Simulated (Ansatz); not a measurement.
# SnO: geometry relaxation (part 3 of 3)

SnO (slab, 12 atoms in the cell); DFT PBE, scalar-relativistic, plane waves, PAW, no spin polarisation (Ansatz 0.2.0); cutoff 420 eV, 9×7×1 k-mesh, Gaussian smearing of 0.05 eV. The structure derives from an entry of the Crystallography Open Database. It belongs to a series of runs on one base structure; here: (1 0 0) slab, atoms relaxed.

Geometry of the input (Å; fractional positions):
```
3.8682  0.0000  0.0000
0.0000  5.0673  0.0000
0.0000  0.0000  24.6704
Sn 0.0000  0.2287  0.3040
O  0.5000  0.0000  0.3040
Sn 0.5000  0.7713  0.3824
O  0.0000  0.0000  0.3824
Sn 0.0000  0.2287  0.4608
O  0.5000  0.0000  0.4608
Sn 0.5000  0.7713  0.5392
O  0.0000  0.0000  0.5392
Sn 0.0000  0.2287  0.6176
O  0.5000  0.0000  0.6176
Sn 0.5000  0.7713  0.6960
O  0.0000  0.0000  0.6960
```

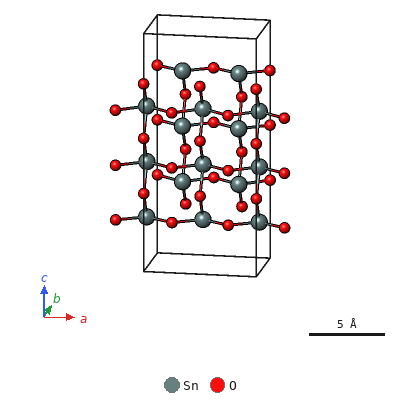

Fig. 1: The geometry at step 3 of the log (ball-and-stick view of the 2 × 1 repeat of the cell, with the vacuum cut short, seen slightly off an axis; bonded neighbours outside the cell are drawn too).

Log, continued
```
relax step   6: F+E_penalty+E_count = -39549.34028979 eV  Δ(F+E_penalty+E_count) = -2.716e-4 eV  max|allowed force component| = 3.886e-3 eV/Å  Δτ_max = 0.0051 Å  (7 SCF iters, accepted)
WARN: The output density's exchange-correlation potential varies sharply where the density is thin. Do not read a vacuum level from v_tot or v_xc, or from such a field of the output density. On a cell that repeats whose density bears no net charge and no dipole along the vacuum's axis use v_es (v_loc + v_h of the components); under efield.dipole_correction with no amplitude use v_es + v_field, which holds any external_charges[].barrier, or the levels of the report's work_function block, which leave it out; under a non-zero efield.amplitude the vacuum is tilted and has no level; on a cell that repeats and bears such a dipole with no correction it is tilted too, and efield.dipole_correction with no amplitude gives each side of its ramp a level where efield: is served; in a cell that repeats whose density bears a net charge (total_charge, or a fill off its count) it is curved and has none; of a slab under crystal.periodic whose density bears no net charge use v_es, which has a level on each side, short of where the two are joined; of another it falls or rises all the way out and has none; of a slab beside external_charges read slab_vacuum_level instead, which it has where they leave it neutral. The grid or the basis barely resolves most such structure, and the values can differ between equally converged runs; as a rule a tighter scf.convergence.dr2_threshold does not remove it. Where the density itself ripples (under the LDA too) a higher basis.ecutwfc lessens it. The files hold the spikes' plane waves up to the density's cutoff. Files: v_tot_of_output_density and the like, and their columns of v_z.tsv (output.write_potential); v_xc_of_output_density and the like, and their columns of v_comp_z.tsv (output.write_potential_components). Measured: with its Gaussian average of σ = 0.25 Å subtracted twice, the exchange-correlation potential is over 0.1 eV at 56 of the grid points where the equally averaged density (valence and model cores) is under 1e-3 e/Å³, and 0.149 eV at the most among them, at an averaged density of 9.5e-4 e/Å³. The input density's (outcome.potential() and, of a run that writes arrays, v_tot and v_xc) is over 0.1 eV, so measured, at 55 points of its own thin density, 0.148 eV at the most. See output.write_potential in the manual, Limitations
SCF converged after 7 iterations
Free energy (F): -39549.340290 eV
Harris-Foulkes:  -39549.340290 eV  (|F-HF|=2.03e-9)
Internal energy: -39549.340290 eV  (E = F + TS)
E sigma→0 (E₀):  -39549.340290 eV
Fermi energy:    2.158272 eV
Dipole field:    D = -0.000002 V/Å  (p = -0.000005 e·Å, saw-weighted, corrected)
Work function:   Φ+ = 3.8679 eV   Φ− = 3.8678 eV
Levels:          The Fermi level and band energies are counted from a zero that moves with the ramp; work functions are not
--- Per-component energies (eV) ---
  E_band       = -1483.881428
  E_kinetic    = 2161.852389
  E_local      = -87767.759102  (includes V_loc(G=0)·N_el)
  E_nonlocal   = 95.219823
  E_hartree    = 43752.400474
  E_xc         = -2735.460800
  E_vxc        = -1136.733003  (∫ρ·V_xc dr)
  E_paw        = -25763.789395  (= ΣΔE_a)
  E_vpaw       = -2341.273315  (= ΣTr[D̂ρ^β])
  E_aug_tail   = 0.014349  (compensation charges beyond the density's cutoff)
  E_efield     = 0.000000  (sawtooth field / dipole correction)
  E_vefield    = -0.000000  (∫n·V_field dr)
  E_ewald      = 30708.181972
  E_smearing   = -0.000000  (= −TS)
  E_closure    = 0.000000  (closes the sum)
  Σ components = -39549.340290   (vs F -39549.340290, Δ=0.00e0)
--- Forces (eV/Å), atoms counted from 1 ---
  atom   1  Sn     0.00000000     0.00095087    -0.00027868
  atom   2  O     -0.00000000    -0.00123407     0.00331191
  atom   3  Sn    -0.00000000     0.00133228     0.00118387
  atom   4  O      0.00000000    -0.00103602     0.00086475
  atom   5  Sn     0.00000000    -0.00123896     0.00388562
  atom   6  O      0.00000000    -0.00177098     0.00218433
  atom   7  Sn    -0.00000000     0.00123915    -0.00388195
  atom   8  O     -0.00000000     0.00177067    -0.00218745
  atom   9  Sn     0.00000000    -0.00133210    -0.00118231
  atom  10  O     -0.00000000     0.00103542    -0.00086682
  atom  11  Sn    -0.00000000    -0.00095103     0.00027935
  atom  12  O      0.00000000     0.00123398    -0.00331235
  max |Σ_I F_I| component: 7.96e-7 eV/Å
--- Band table (eV; the first three rows and the last of 20) ---
  k-point 0: bands = ["-19.8778", "-19.8688", "-19.7713", "-19.7158", "-19.6803", "-19.5706", "-19.5491", "-19.5491", "-19.5270", "-19.5194", "-19.4821", "-19.4796", "-19.4677", "-19.4660", "-19.4650", "-19.4642", "-19.4603", "-19.4547", "-19.4547", "-19.4339", "-19.4170", "-19.4168", "-19.4142", "-19.4141", "-19.3861", "-19.3848", "-19.3661", "-19.3653", "-19.3604", "-19.3476", "-17.6772", "-17.3176", "-16.6357", "-15.8956", "-15.4646", "-15.3613", "-5.5156", "-5.5110", "-5.2232", "-4.7956", "-4.2237", "-4.1940", "-3.8156", "-3.7410", "-3.4986", "-3.2574", "-2.8060", "-2.7060", "-2.1657", "-2.0352", "-1.5604", "-1.4483", "-1.3105", "-1.0699", "-1.0260", "-0.8240", "-0.7458", "0.2273", "1.0345", "1.7052", "3.5505", "3.6446", "4.6112", "4.9094", "5.2771", "5.3699", "5.5891", "6.1517", "6.2115", "6.5794", "6.6403", "6.9431"]
  k-point 1: bands = ["-19.8771", "-19.8688", "-19.7718", "-19.7163", "-19.6812", "-19.5720", "-19.5495", "-19.5495", "-19.5266", "-19.5194", "-19.4819", "-19.4789", "-19.4688", "-19.4682", "-19.4656", "-19.4614", "-19.4605", "-19.4541", "-19.4536", "-19.4337", "-19.4177", "-19.4170", "-19.4142", "-19.4117", "-19.3868", "-19.3848", "-19.3663", "-19.3657", "-19.3602", "-19.3478", "-17.6729", "-17.3135", "-16.6323", "-15.8937", "-15.4638", "-15.3611", "-5.8240", "-5.6770", "-5.3427", "-4.7660", "-4.1202", "-3.8024", "-3.6996", "-3.6568", "-3.4879", "-3.2879", "-2.7976", "-2.7542", "-2.1883", "-2.0340", "-1.5570", "-1.4495", "-1.2521", "-1.0722", "-0.8863", "-0.8386", "-0.6566", "0.3073", "0.9773", "1.5282", "3.4905", "3.5574", "4.4634", "4.8102", "5.1065", "5.1535", "5.5205", "6.1590", "6.3020", "6.3750", "6.5255", "6.7309"]
  k-point 2: bands = ["-19.8757", "-19.8690", "-19.7729", "-19.7176", "-19.6830", "-19.5750", "-19.5504", "-19.5503", "-19.5256", "-19.5194", "-19.4822", "-19.4775", "-19.4702", "-19.4687", "-19.4666", "-19.4626", "-19.4579", "-19.4533", "-19.4512", "-19.4334", "-19.4207", "-19.4182", "-19.4105", "-19.4065", "-19.3890", "-19.3862", "-19.3668", "-19.3659", "-19.3596", "-19.3484", "-17.6635", "-17.3043", "-16.6248", "-15.8895", "-15.4620", "-15.3607", "-6.2558", "-5.9879", "-5.5210", "-4.6658", "-3.9585", "-3.7722", "-3.5780", "-3.4636", "-3.3320", "-2.9232", "-2.7786", "-2.7557", "-2.2324", "-2.0313", "-1.5621", "-1.4521", "-1.0771", "-1.0594", "-0.8403", "-0.6580", "-0.3065", "0.4379", "0.7712", "1.0283", "3.3168", "3.4381", "4.2341", "4.4383", "4.7582", "4.8743", "5.4605", "5.7839", "6.1035", "6.3651", "6.4049", "6.5878"]
  k-point 19: bands = ["-19.8461", "-19.8448", "-19.7469", "-19.7354", "-19.7236", "-19.7049", "-19.5849", "-19.5847", "-19.5251", "-19.5242", "-19.5213", "-19.5190", "-19.4704", "-19.4658", "-19.4532", "-19.4524", "-19.4460", "-19.4453", "-19.4365", "-19.4354", "-19.3986", "-19.3969", "-19.3927", "-19.3919", "-19.3796", "-19.3780", "-19.3775", "-19.3757", "-19.3419", "-19.3410", "-16.6620", "-16.5618", "-16.3149", "-16.2163", "-15.7821", "-15.7748", "-6.4920", "-6.3919", "-6.0325", "-5.8096", "-5.5526", "-5.1143", "-3.6114", "-3.5145", "-3.2907", "-3.0073", "-2.7014", "-2.6308", "-2.0768", "-1.7160", "-1.1978", "-0.8817", "-0.5370", "-0.3805", "-0.2175", "-0.1601", "0.0616", "0.1670", "0.2715", "0.3993", "3.8572", "3.8882", "4.2302", "4.6615", "4.8315", "4.9297", "5.0845", "5.3052", "5.8134", "5.9759", "6.4138", "6.7751"]
--- Relaxed structure (6 steps of the walk, 6 accepted, 0 SCFs on fresh bases) ---
  F+E_penalty+E_count = -39549.34028979 eV   max|allowed force component| = 3.886e-3 eV/Å
  atoms:
    - { symbol: Sn, position: [2.6887723424043896e-18, 0.24722355155373793, 0.30850367053660016] }
    - { symbol: O, position: [0.5, 0.03746759066070351, 0.30647764933608096] }
    - { symbol: Sn, position: [0.5, 0.7937778647354755, 0.3781143111326019] }
    - { symbol: O, position: [3.284116140029186e-18, 0.022580797728770842, 0.3830520993609265] }
    - { symbol: Sn, position: [8.908501919557134e-19, 0.23486146852125495, 0.4634726130962142] }
    - { symbol: O, position: [0.5, 0.004398641256352681, 0.4602677062259533] }
    - { symbol: Sn, position: [0.5, 0.7651385271026001, 0.5365273701881197] }
    - { symbol: O, position: [-6.397289922213351e-19, -0.004398623665742839, 0.539732306617337] }
    - { symbol: Sn, position: [-3.2744142798407037e-18, 0.20622210544329925, 0.6218856770927111] }
    - { symbol: O, position: [0.5, -0.0225808143981783, 0.6169479117049097] }
    - { symbol: Sn, position: [0.5, 0.7527764657147006, 0.6914963317433096] }
    - { symbol: O, position: [-5.449225847712229e-18, -0.03746757465297378, 0.6935223529652362] }
```

Trajectory as extended XYZ (Å, eV, eV/Å), 6 frames, from step=1 to step=6
```
12
Lattice="3.8682 0.0000 0.0000 0.0000 5.0673 0.0000 0.0000 0.0000 24.6704" Properties=species:S:1:pos:R:3:forces:R:3 step=1 energy=-39549.11919
Sn    0.0000    1.1591    7.5000    0.0000  -1.0192   0.5309
O     1.9341    0.0000    7.5000    0.0000   0.3987   0.2963
Sn    1.9341    3.9082    9.4341    0.0000   0.3848  -0.7586
O     0.0000    0.0000    9.4341    0.0000   0.2851  -0.0287
Sn    0.0000    1.1591   11.3682    0.0000   0.0089  -0.0087
O     1.9341    0.0000   11.3682    0.0000  -0.0396  -0.0565
Sn    1.9341    3.9082   13.3023    0.0000  -0.0089   0.0087
O     0.0000    0.0000   13.3023    0.0000   0.0396   0.0565
Sn    0.0000    1.1591   15.2363    0.0000  -0.3848   0.7586
O     1.9341    0.0000   15.2363    0.0000  -0.2851   0.0287
Sn    1.9341    3.9082   17.1704    0.0000   1.0192  -0.5309
O     0.0000    0.0000   17.1704    0.0000  -0.3987  -0.2963
12
Lattice="3.8682 0.0000 0.0000 0.0000 5.0673 0.0000 0.0000 0.0000 24.6704" Properties=species:S:1:pos:R:3:forces:R:3 step=2 energy=-39549.20844
Sn    0.0000    1.0349    7.5657    0.0000   0.5727  -0.1534
O     1.9341    0.0187    7.4764    0.0000  -0.2429   0.4040
Sn    1.9341    3.9613    9.3445    0.0000  -0.4757   0.1556
O     0.0000    0.0248    9.4999    0.0000   0.1005  -0.6166
Sn    0.0000    1.1740   11.4161    0.0000  -0.0114   0.1033
O     1.9341    0.0003   11.3281    0.0000   0.0542   0.2773
Sn    1.9341    3.8932   13.2544    0.0000   0.0114  -0.1033
O     0.0000   -0.0003   13.3423    0.0000  -0.0542  -0.2773
Sn    0.0000    1.1060   15.3259    0.0000   0.4757  -0.1556
O     1.9341   -0.0248   15.1706    0.0000  -0.1005   0.6166
Sn    1.9341    4.0324   17.1047    0.0000  -0.5727   0.1534
O     0.0000   -0.0187   17.1940    0.0000   0.2430  -0.4040
12
Lattice="3.8682 0.0000 0.0000 0.0000 5.0673 0.0000 0.0000 0.0000 24.6704" Properties=species:S:1:pos:R:3:forces:R:3 step=3 energy=-39549.31920
Sn    0.0000    1.1054    7.5629    0.0000   0.0087   0.0703
O     1.9341    0.0451    7.5293    0.0000  -0.0446   0.2032
Sn    1.9341    3.9439    9.3769    0.0000  -0.0178  -0.1468
O     0.0000    0.0349    9.4646    0.0000   0.0668  -0.1947
Sn    0.0000    1.1737   11.4000    0.0000  -0.0354   0.0698
O     1.9341    0.0030   11.3512    0.0000   0.0081   0.0622
Sn    1.9341    3.8936   13.2704    0.0000   0.0354  -0.0698
O     0.0000   -0.0030   13.3192    0.0000  -0.0081  -0.0622
Sn    0.0000    1.1233   15.2936    0.0000   0.0178   0.1468
O     1.9341   -0.0349   15.2059    0.0000  -0.0668   0.1947
Sn    1.9341    3.9619   17.1075    0.0000  -0.0087  -0.0703
O     0.0000   -0.0451   17.1411    0.0000   0.0446  -0.2032
12
Lattice="3.8682 0.0000 0.0000 0.0000 5.0673 0.0000 0.0000 0.0000 24.6704" Properties=species:S:1:pos:R:3:forces:R:3 step=4 energy=-39549.33415
Sn    0.0000    1.1614    7.5969    0.0000  -0.0006  -0.0104
O     1.9341    0.0917    7.5452    0.0000   0.0287   0.0584
Sn    1.9341    3.9568    9.3389    0.0000   0.0793   0.0534
O     0.0000    0.0593    9.4561    0.0000  -0.0296  -0.0716
Sn    0.0000    1.1752   11.4190    0.0000  -0.0378   0.0067
O     1.9341    0.0083   11.3538    0.0000  -0.0298  -0.0086
Sn    1.9341    3.8920   13.2515    0.0000   0.0378  -0.0067
O     0.0000   -0.0083   13.3166    0.0000   0.0298   0.0086
Sn    0.0000    1.1105   15.3315    0.0000  -0.0793  -0.0534
O     1.9341   -0.0593   15.2144    0.0000   0.0296   0.0716
Sn    1.9341    3.9059   17.0735    0.0000   0.0005   0.0104
O     0.0000   -0.0917   17.1252    0.0000  -0.0287  -0.0584
12
Lattice="3.8682 0.0000 0.0000 0.0000 5.0673 0.0000 0.0000 0.0000 24.6704" Properties=species:S:1:pos:R:3:forces:R:3 step=5 energy=-39549.34002
Sn    0.0000    1.2525    7.6065    0.0000   0.0068   0.0015
O     1.9341    0.1914    7.5561    0.0000  -0.0201   0.0267
Sn    1.9341    4.0231    9.3276    0.0000   0.0065  -0.0279
O     0.0000    0.1156    9.4475    0.0000  -0.0020   0.0001
Sn    0.0000    1.1889   11.4323    0.0000   0.0099   0.0041
O     1.9341    0.0213   11.3521    0.0000  -0.0008   0.0252
Sn    1.9341    3.8784   13.2381    0.0000  -0.0099  -0.0041
O     0.0000   -0.0213   13.3183    0.0000   0.0008  -0.0252
Sn    0.0000    1.0442   15.3428    0.0000  -0.0065   0.0279
O     1.9341   -0.1156   15.2229    0.0000   0.0020  -0.0001
Sn    1.9341    3.8147   17.0639    0.0000  -0.0068  -0.0015
O     0.0000   -0.1914   17.1143    0.0000   0.0201  -0.0267
12
Lattice="3.8682 0.0000 0.0000 0.0000 5.0673 0.0000 0.0000 0.0000 24.6704" Properties=species:S:1:pos:R:3:forces:R:3 step=6 energy=-39549.34029
Sn    0.0000    1.2528    7.6109    0.0000   0.0010  -0.0003
O     1.9341    0.1899    7.5609    0.0000  -0.0012   0.0033
Sn    1.9341    4.0223    9.3282    0.0000   0.0013   0.0012
O     0.0000    0.1144    9.4501    0.0000  -0.0010   0.0009
Sn    0.0000    1.1901   11.4341    0.0000  -0.0012   0.0039
O     1.9341    0.0223   11.3550    0.0000  -0.0018   0.0022
Sn    1.9341    3.8772   13.2364    0.0000   0.0012  -0.0039
O     0.0000   -0.0223   13.3154    0.0000   0.0018  -0.0022
Sn    0.0000    1.0450   15.3422    0.0000  -0.0013  -0.0012
O     1.9341   -0.1144   15.2204    0.0000   0.0010  -0.0009
Sn    1.9341    3.8145   17.0595    0.0000  -0.0010   0.0003
O     0.0000   -0.1899   17.1095    0.0000   0.0012  -0.0033
```

Summary

| quantity | value |
| --- | --- |
| outcome | converged |
| electrons treated | 120 |
| free energy | −39549.3403 eV |
| work function, top face | 3.87 eV |
| work function, bottom face | 3.87 eV |
| Fermi energy | 2.158 eV |
| gap on the k-point mesh | 0.88 eV |
| final volume | 483.57 Å³ |
| work function (upper face) | 3.87 eV |
| largest force (length of the vector) at the end | 0.004 eV/Å |
| hardware | 1 thread of Arm Neoverse N1, 24 GiB of memory available, shared host |
| wall time | 20 min |
| peak memory | 0.89 GiB |

Notes

The program warns: the exchange-correlation potential is rough where the density is thin.
